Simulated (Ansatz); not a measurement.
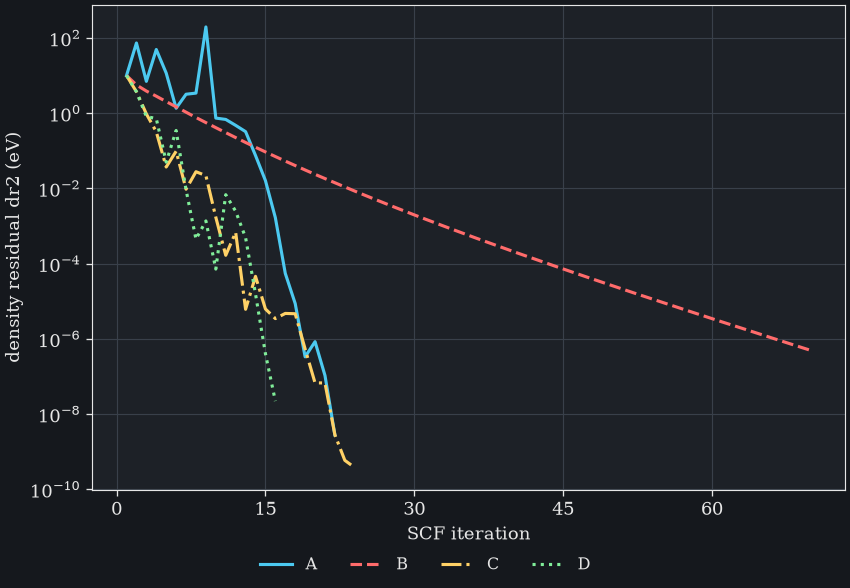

Convergence of one system under several settings.
EuH2 (Pnma, 12 atoms in the cell); Ansatz, DFT, r2SCAN, PAW, plane waves, scalar-relativistic; cutoff 500 eV, 3×4×3 k-mesh, Fermi–Dirac smearing of 0.1 eV, collinear spins.

A: Broyden, beta 0.7, preconditioner kerker_dos
B: linear mixing, beta 0.2, Kerker
C: default SCF settings
D: MSR1 mixing, preconditioner resta

Which runs converged, and in how many iterations?

Answer. Run D converged in 16 iterations. Run A converged in 22 iterations. Run C converged in 24 iterations. Run B stopped unconverged after 70 (slow but unfinished convergence).

Which is quickest by iteration count?

Answer. Run D (MSR1 mixing, preconditioner resta), with 16 against 22 for the next.

The converged runs agree in energy within 1 meV per atom.
